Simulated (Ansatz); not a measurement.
# Geometry relaxation, with input and output: Sb$_{2}$Pt (part 1 of 2)

System: Sb$_{2}$Pt (12 atoms in the cell).
Method: DFT r2SCAN, scalar-relativistic, plane waves, PAW, no spin polarisation (Ansatz 0.2.0).

The structure derives from an entry of the Crystallography Open Database. Figures and captions count atoms from 1; the log counts them from 0 in places.

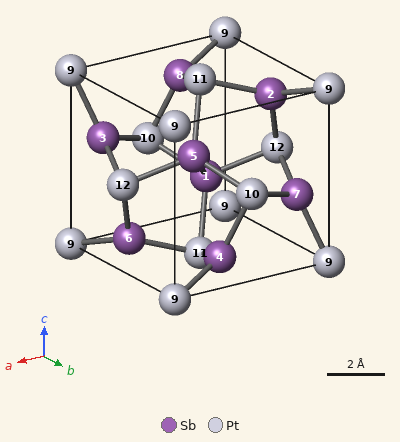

The structure as given in the input (ball-and-stick view of the cell of the calculation, seen at an oblique angle; atoms are numbered from 1 in the order of the input).

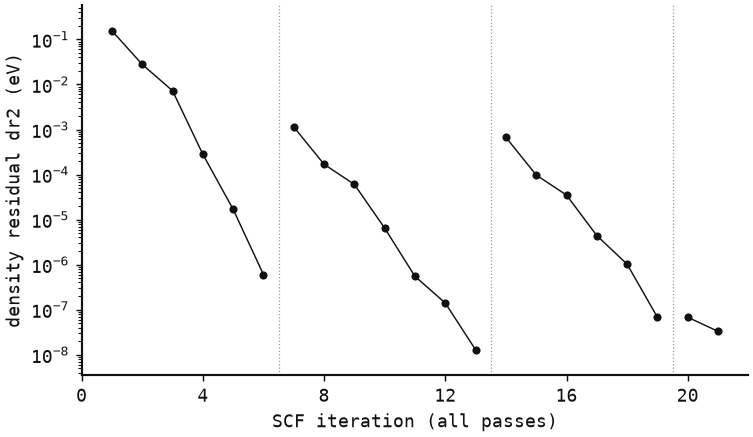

Convergence of the self-consistent field: density residual dr2 against the SCF iteration. Dotted lines part the SCF passes that the log prints in full.

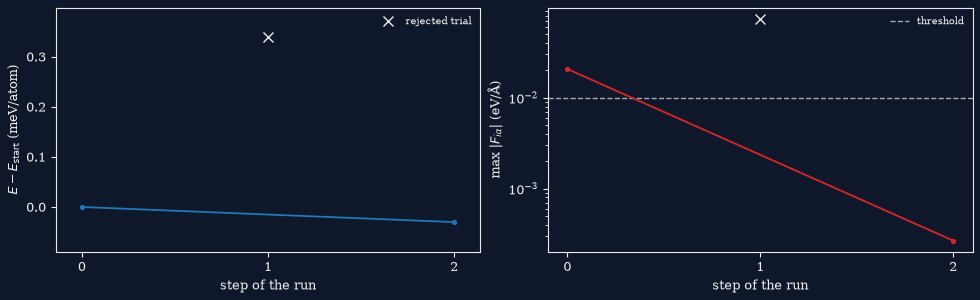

Progress of the relaxation, step by step (the first geometry is step 0 here and step 1 in the log). Over 2 geometry steps the energy falls by next to nothing (0.0 meV per atom). The largest force component goes from 0.021 to 0.00027 eV/Å. The line search rejected the trial step at point 1 (counted from 0) and went back. The atoms keep their places (all moves are under 0.005 Å). The cell doesn't change. Distances before and after: Sb1–Sb5 2.833 → 2.828 Å. The space group stays Pa-3 (No. 205). (Atoms are counted from 1 in the order of the input.)

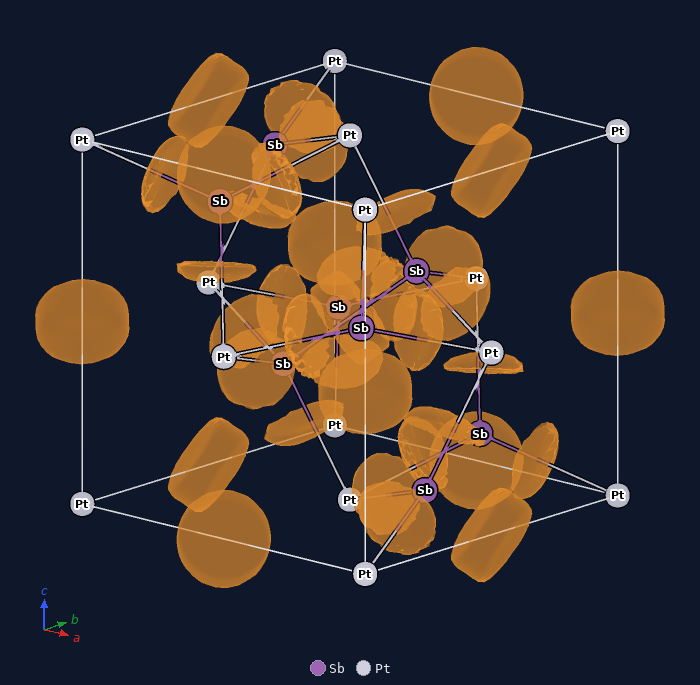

Isosurface of the electron localisation function at 0.5 (orange), seen at an oblique angle. Only the valence region is drawn (cores and ρ < 0.01 e/Å³ removed). Sticks mark near contacts. The outline is the cell set on symmetry axes. Profiles from the grid: Sb–Pt (2.72 Å): the ELF is about 0.50 at the midpoint, which marks nearly free electrons, as in a simple metal. Sb–Sb (2.83 Å): the ELF peaks at about 0.75 between the atoms (a shared electron pair). In a PAW calculation such maps are meaningful between the atoms, not at the nuclei.

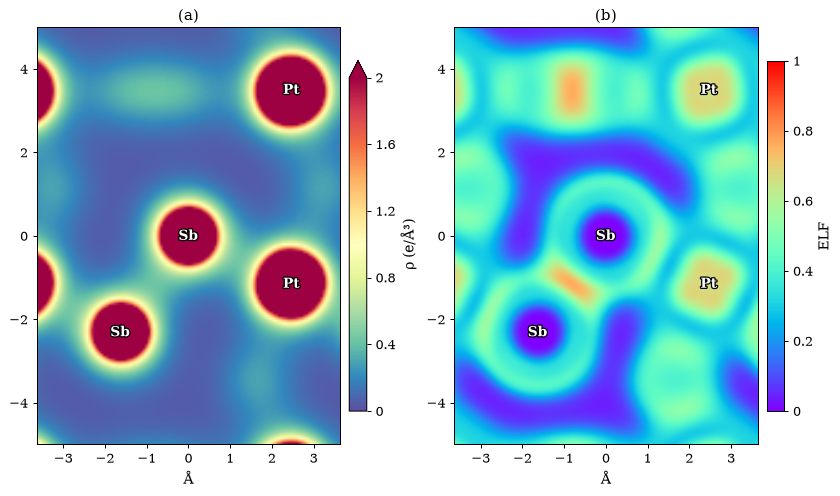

(a) valence charge density (pseudo); (b) ELF on the (011) plane of the conventional cell. The plane passes through Sb and Pt nuclei. Sb–Pt (2.72 Å): ρ is about 0.44 e/Å³ halfway; the ELF is about 0.50 at the midpoint (nearly free electrons, as in a simple metal). Away from the nuclei the density in this plane falls to 0.05 e/Å³ at its lowest. The strong features right at Pt lie inside the PAW spheres (semicore, d or f shells) and say nothing about bonding.

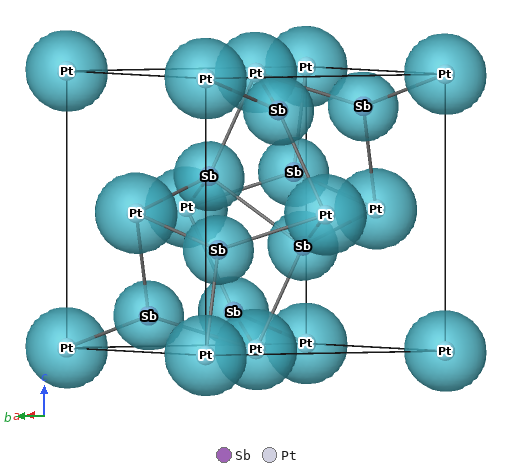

Isosurface of the valence electron density at 1 e/Å³ (cyan), seen at an oblique angle. Sticks mark near contacts. The outline is the cell set on symmetry axes. At this value the density breaks into separate islands; it holds about 65 % of the electrons treated as valence (semicore included). It is pinched off along the Sb–Pt (2.72 Å) and Sb–Sb (2.83 Å) contacts. On the grid the lowest density along these lines, outside the cores, is 0.44 e/Å³ (Sb–Pt, 2.72 Å) and 0.42 e/Å³ (Sb–Sb, 2.83 Å).

The input and output of the run follow.

**Input file**
```yaml
crystal:
  lattice:
    - [6.5690070582, 0.0, 0.0]
    - [0.0, 6.5690070582, 0.0]
    - [0.0, 0.0, 6.5690070582]
  atoms:
    - { symbol: Sb, position: [0.3755153693, 0.3755153693, 0.3755153693] }
    - { symbol: Sb, position: [0.1244846307, 0.6244846307, 0.8755153693] }
    - { symbol: Sb, position: [0.8755153693, 0.1244846307, 0.6244846307] }
    - { symbol: Sb, position: [0.6244846307, 0.8755153693, 0.1244846307] }
    - { symbol: Sb, position: [0.6244846307, 0.6244846307, 0.6244846307] }
    - { symbol: Sb, position: [0.8755153693, 0.3755153693, 0.1244846307] }
    - { symbol: Sb, position: [0.1244846307, 0.8755153693, 0.3755153693] }
    - { symbol: Sb, position: [0.3755153693, 0.1244846307, 0.8755153693] }
    - { symbol: Pt, position: [0.0, 0.0, 0.0] }
    - { symbol: Pt, position: [0.5, 0.0, 0.5] }
    - { symbol: Pt, position: [0.5, 0.5, 0.0] }
    - { symbol: Pt, position: [0.0, 0.5, 0.5] }
basis:
  ecutwfc: 500
kpoints:
  mp_grid: { grid: [6, 6, 6] }
hamiltonian:
  xc: r2scan
scf:
  occupations: { method: gaussian, width: 0.1 }
output:
  forces: true
  stress: true
  eigenvalues: true
  write_density: true
  write_potential: true
  elf: true
  volumetric_format: npy
relax:
  adjacent_minimum: "off"
  f_tol: 0.01
  max_steps: 30
```

Run as:
```bash
ansatz run input.yaml --threads 8 --pin off --max-ram 22528MiB --backend cpu --events-out ev --progress --plain --runs-dir out
```

**The program's output**
```
Warning: output.stress: scf.convergence.dr2_threshold = 1e-7 eV (the SCF's general default) is looser than the 1.2e-9 eV advised for a printed stress (1e-10 eV for each atom of the cell: 12). What an SCF threshold leaves in a stress goes as its square root, and in the free energy as the threshold itself, and one threshold admits the most on a small cell: of the crystals measured, under no hybrid functional and no lock of the moments, on runs that ended without the residual-converged pass, on stresses that held no estimate of that error, the worst erred by over 100 MPa in a component at 1e-7 eV an atom and by under 5 at 1e-10. Every solve of this run answers to scf.convergence.dr2_threshold, and the tensor of one is reported: a single SCF on the reported geometry and on this run's grids (its basis.xc_grid and basis.ecutrho_ratio typed), with scf.convergence.dr2_threshold at 1.2e-9 eV or tighter, prints it and tightens no other solve. Else set scf.convergence.dr2_threshold to 1.2e-9 eV or tighter. The threshold is an SCF's pass mark: one that does not reach it within its budget of iterations ends unconverged, or closes short of it on a stop that the run arms, and scf.convergence.dr2_threshold's page says what that costs each kind of run
Engine: ansatz 0.2.0, aarch64-unknown-linux-gnu
Pseudopotentials: kind: paw
Pseudopotential: Sb, paw, valence charge 15, recommended cutoff 500 eV (meta_gga), Sb.paw.azcp
Pseudopotential: Pt, paw, valence charge 18, recommended cutoff 500 eV (meta_gga), Pt.paw.azcp
Functional definition: r2SCAN
  parameter k0 = 0.174
  parameter k1 = 0.065
  parameter a1 = 4.9479
  exchange = r2scan_x(k0 = k0, k1 = k1, a1 = a1)
  correlation = r2scan_c
Crystal: 12 atoms, lattice volume = 283.465 Å³
Basis set: ecut = 500 eV, 7123 PW (Γ), exchange–correlation on 192×192×192 points (64 copies of the dense FFT grid, shifted against one another)
Bands: 116, of which v1, the nominal top of the filled ones, is band 96 counted from 1 (95 counted from 0)
Symmetry: 24 space group operations
Space group: Pa-3 (ITA 205), of the structure as read, at distance tolerance 6.6e-5 Å
k-points: 24 of 216
Non-local potential: Sb, projectors of the file, l = 0: 2, l = 1: 2, l = 2: 2, l = 3: 2
Non-local potential: Pt, projectors of the file, l = 0: 3, l = 1: 2, l = 2: 2, l = 3: 1
PAW form: soft (Blöchl's): semilocal exchange-correlation on the pseudo side does not see the compensation charge
PAW frozen core: Sb, regenerated for the run's functional (the file was generated under x = pbe(κ = 0.804, μ = 0.2195149727645171), c = pbe(β = 0.06672455060314922))
PAW frozen core: Pt, regenerated for the run's functional (the file was generated under x = pbe(κ = 0.804, μ = 0.2195149727645171), c = pbe(β = 0.06672455060314922))
PAW one-centre angular grid: Sb, 590 points (default); XC on 160 Gauss nodes
PAW one-centre angular grid: Pt, 590 points (default); XC on 160 Gauss nodes
Initial density: superposition of atomic densities (neutral atoms: chi_scale 0, normalization atom), corrected by the library's trained network
Initial wavefunctions: pseudopotential atomic-orbital guess
Functional: x = r2scan, c = r2scan; τ floored in thin density (d = 2e-4 eV/Å³)
SCF iter   1: F=—  HF=-102146.330138 eV  |F-HF|=—  |Δ(HF+E_count)|=         —  Δρ=6.67e-3  dr2=1.56e-1  dr2_τ=1.06e-1  ethr=1.77e-3  ⟨swp⟩=6.1  Hψ=10421  notcnv=0  defer=46
preconditioner: auto → Kerker (q_TF=auto, 2.557 Å⁻¹)  [metal: Δε(μ)=0.084 eV  Ē_g=8.851 eV  σ=0.100 eV  W_gap=0.39  n_scr=80 (ndim 8)  ℏωp=19.7 eV  f_vac=0.000  D(μ)=1.32/eV (n_scr^D=0)]
SCF iter   2: F=—  HF=-102146.420315 eV  |F-HF|=—  |Δ(HF+E_count)|=   9.02e-2  Δρ=3.57e-3  dr2=2.79e-2  dr2_τ=4.43e-3  ethr=8.10e-5  ⟨swp⟩=2.0  Hψ=4183  notcnv=0  defer=135
preconditioner: auto → Resta (q_TF=auto, 2.557 Å⁻¹)  ε∞=6.0  [insulator: Δε(μ)=0.124 eV  Ē_g=8.823 eV  σ=0.100 eV  W_gap=0.51  n_scr=80 (ndim 8)  ℏωp=19.7 eV  f_vac=0.000  D(μ)=1.17/eV (n_scr^D=0)  ε∞_Penn≈6.0]
SCF iter   3: F=—  HF=-102146.424893 eV  |F-HF|=—  |Δ(HF+E_count)|=   4.58e-3  Δρ=1.49e-3  dr2=7.25e-3  dr2_τ=3.31e-4  ethr=1.45e-5  ⟨swp⟩=1.0  Hψ=2475  notcnv=0  defer=135
SCF iter   4: F=—  HF=-102146.425717 eV  |F-HF|=—  |Δ(HF+E_count)|=   8.24e-4  Δρ=3.10e-4  dr2=2.82e-4  dr2_τ=6.90e-6  ethr=3.77e-6  ⟨swp⟩=2.0  Hψ=3387  notcnv=0  defer=135
SCF iter   5: F=—  HF=-102146.426223 eV  |F-HF|=—  |Δ(HF+E_count)|=   5.06e-4  Δρ=7.51e-5  dr2=1.69e-5  dr2_τ=6.94e-7  ethr=1.47e-7  ⟨swp⟩=2.0  Hψ=3441  notcnv=0  defer=135
SCF iter   6: F=-102146.426227 eV  HF=-102146.426227 eV  |F-HF|=4.50e-8  |Δ(HF+E_count)|=   3.87e-6  Δρ=1.49e-5  dr2=6.00e-7  dr2_τ=1.91e-8  ethr=1.30e-9  ⟨swp⟩=16.8  Hψ=26822  notcnv=0
SCF 1 converged in 6 iterations: F = -102146.426227 eV  dr2 = 6.00e-7
  greatest PAW one-centre occupation: 1.000 electrons in one spin orbital (limit 2), on the Pt atom at site 9 (counted from 0), in its partial waves of l = 0
relax step   1: F+E_penalty+E_count = -102146.42622676 eV  Δ(F+E_penalty+E_count) = +0.000e0 eV  max|allowed force component| = 2.076e-2 eV/Å  Δτ_max = 0.0000 Å  (6 SCF iters, dr2 threshold 2.50e-6 eV, accepted)
Initial density: handed on by an earlier stage of this run
Initial wavefunctions: those handed on with the density
iter 1 solved again at ethr=6.35e-7 eV; its pass at ethr=3.10e-3 eV (dr2=1.22e-3 eV) is discarded
SCF iter   1: F=—  HF=-102146.407954 eV  |F-HF|=—  |Δ(HF+E_count)|=         —  Δρ=8.10e-4  dr2=1.14e-3  dr2_τ=1.58e-2  ethr=6.35e-7  ⟨swp⟩=2.0  Hψ=7742  notcnv=0  defer=316
preconditioner: auto → Kerker (q_TF=auto, 2.557 Å⁻¹)  [metal: Δε(μ)=0.043 eV  Ē_g=8.816 eV  σ=0.100 eV  W_gap=0.24  n_scr=80 (ndim 8)  ℏωp=19.7 eV  f_vac=0.000  D(μ)=0.98/eV (n_scr^D=0)]
SCF iter   2: F=—  HF=-102146.421695 eV  |F-HF|=—  |Δ(HF+E_count)|=   1.37e-2  Δρ=4.18e-4  dr2=1.69e-4  dr2_τ=1.96e-5  ethr=5.93e-7  ⟨swp⟩=3.0  Hψ=4625  notcnv=0  defer=316
SCF iter   3: F=—  HF=-102146.421752 eV  |F-HF|=—  |Δ(HF+E_count)|=   5.66e-5  Δρ=2.20e-4  dr2=6.03e-5  dr2_τ=1.44e-6  ethr=8.82e-8  ⟨swp⟩=2.5  Hψ=4261  notcnv=0  defer=316
SCF iter   4: F=—  HF=-102146.422156 eV  |F-HF|=—  |Δ(HF+E_count)|=   4.04e-4  Δρ=4.14e-5  dr2=6.46e-6  dr2_τ=9.75e-8  ethr=3.14e-8  ⟨swp⟩=2.0  Hψ=3431  notcnv=0  defer=316
SCF iter   5: F=—  HF=-102146.422157 eV  |F-HF|=—  |Δ(HF+E_count)|=   8.96e-7  Δρ=1.16e-5  dr2=5.47e-7  dr2_τ=1.89e-8  ethr=3.36e-9  ⟨swp⟩=2.0  Hψ=4394  notcnv=0  defer=316
SCF iter   6: F=—  HF=-102146.422157 eV  |F-HF|=—  |Δ(HF+E_count)|=   9.41e-8  Δρ=5.67e-6  dr2=1.40e-7  dr2_τ=1.93e-8  ethr=5.21e-11  ⟨swp⟩=15.0  Hψ=19341  notcnv=0
SCF iter   7: F=-102146.422157 eV  HF=-102146.422157 eV  |F-HF|=1.91e-9  |Δ(HF+E_count)|=   7.84e-9  Δρ=1.60e-6  dr2=1.28e-8  dr2_τ=2.16e-10  ethr=5.21e-11  ⟨swp⟩=8.0  Hψ=15124  notcnv=0
SCF 2 converged in 7 iterations: F = -102146.422157 eV  dr2 = 1.28e-8
  greatest PAW one-centre occupation: 1.000 electrons in one spin orbital (limit 2), on the Pt atom at site 11 (counted from 0), in its partial waves of l = 0
relax step   2: F+E_penalty+E_count = -102146.42215715 eV  Δ(F+E_penalty+E_count) = +4.070e-3 eV  max|allowed force component| = 7.444e-2 eV/Å  Δτ_max = 0.0112 Å  (7 SCF iters, rejected (line search))
SCF iter   1: F=—  HF=-102146.417941 eV  |F-HF|=—  |Δ(HF+E_count)|=         —  Δρ=6.25e-4  dr2=6.70e-4  dr2_τ=9.39e-3  ethr=3.54e-6  ⟨swp⟩=2.8  Hψ=5709  notcnv=0  defer=317
preconditioner: auto → Kerker (q_TF=auto, 2.557 Å⁻¹)  [metal: Δε(μ)=0.124 eV  Ē_g=8.815 eV  σ=0.100 eV  W_gap=0.49  n_scr=80 (ndim 8)  ℏωp=19.7 eV  f_vac=0.000  D(μ)=1.15/eV (n_scr^D=0)]
SCF iter   2: F=—  HF=-102146.426159 eV  |F-HF|=—  |Δ(HF+E_count)|=   8.22e-3  Δρ=3.22e-4  dr2=9.76e-5  dr2_τ=1.25e-5  ethr=3.49e-7  ⟨swp⟩=2.1  Hψ=5154  notcnv=0  defer=318
SCF iter   3: F=—  HF=-102146.426567 eV  |F-HF|=—  |Δ(HF+E_count)|=   4.09e-4  Δρ=1.68e-4  dr2=3.49e-5  dr2_τ=8.47e-7  ethr=5.08e-8  ⟨swp⟩=2.0  Hψ=4345  notcnv=0  defer=318
SCF iter   4: F=—  HF=-102146.426590 eV  |F-HF|=—  |Δ(HF+E_count)|=   2.26e-5  Δρ=3.41e-5  dr2=4.40e-6  dr2_τ=3.43e-7  ethr=1.82e-8  ⟨swp⟩=2.0  Hψ=3433  notcnv=0  defer=318
SCF iter   5: F=—  HF=-102146.426590 eV  |F-HF|=—  |Δ(HF+E_count)|=   4.65e-7  Δρ=1.55e-5  dr2=1.02e-6  dr2_τ=3.72e-8  ethr=2.29e-9  ⟨swp⟩=2.1  Hψ=3094  notcnv=0  defer=318
SCF iter   6: F=-102146.426590 eV  HF=-102146.426590 eV  |F-HF|=2.31e-9  |Δ(HF+E_count)|=   1.32e-7  Δρ=4.21e-6  dr2=6.76e-8  dr2_τ=1.25e-9  ethr=5.21e-11  ⟨swp⟩=13.0  Hψ=20380  notcnv=0
SCF 3 converged in 6 iterations: F = -102146.426590 eV  dr2 = 6.76e-8
relax step   3: F+E_penalty+E_count = -102146.42659039 eV  Δ(F+E_penalty+E_count) = -3.636e-4 eV  max|allowed force component| = 2.676e-4 eV/Å  Δτ_max = 0.0026 Å  (6 SCF iters, accepted)
iter 1 solved again at ethr=3.56e-11 eV; its pass at ethr=3.10e-3 eV (dr2=6.84e-8 eV) is discarded
```
